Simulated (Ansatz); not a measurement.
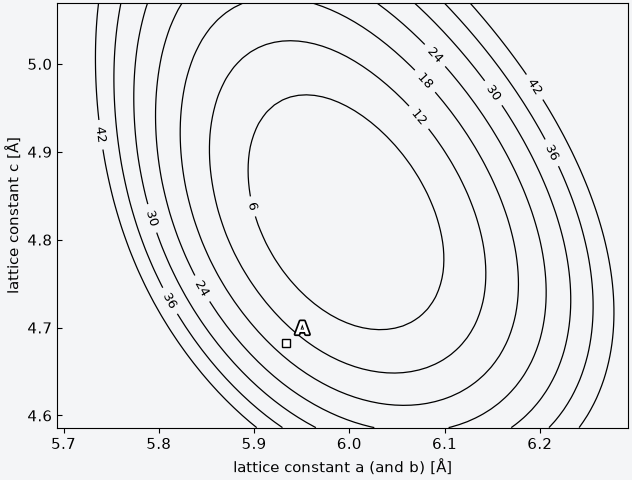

Al₂Cu (I4/mcm, No. 140; 6 atoms in the cell). The energy is mapped over the lattice constants a and c of the conventional cell. The first coordinate is: lattice constant a (and b); the second: lattice constant c. Nothing is relaxed (fractional coordinates fixed). Grid: 11 × 11 points. Energies are in meV/atom, from the lowest grid point. Theory: DFT PBEsol, scalar-relativistic, plane waves, PAW (Ansatz). Settings: cutoff 520 eV, k-mesh 10×10×10, gaussian smearing 0.15 eV, no spin polarisation.

The picture shows contour lines labelled in meV/atom (none above 42), the point A. Between grid points the surface is interpolated.

Is A at rest? If not, where is it pushed?

Answer. A, at lattice constant a (and b) = 5.933 Å, lattice constant c = 4.683 Å, is not a stationary point. The computed force is 149 meV/atom for each Å towards larger values of lattice constant a (and b) and 156 meV/atom for each Å towards larger values of lattice constant c.

PAW datasets: the set soft_1.
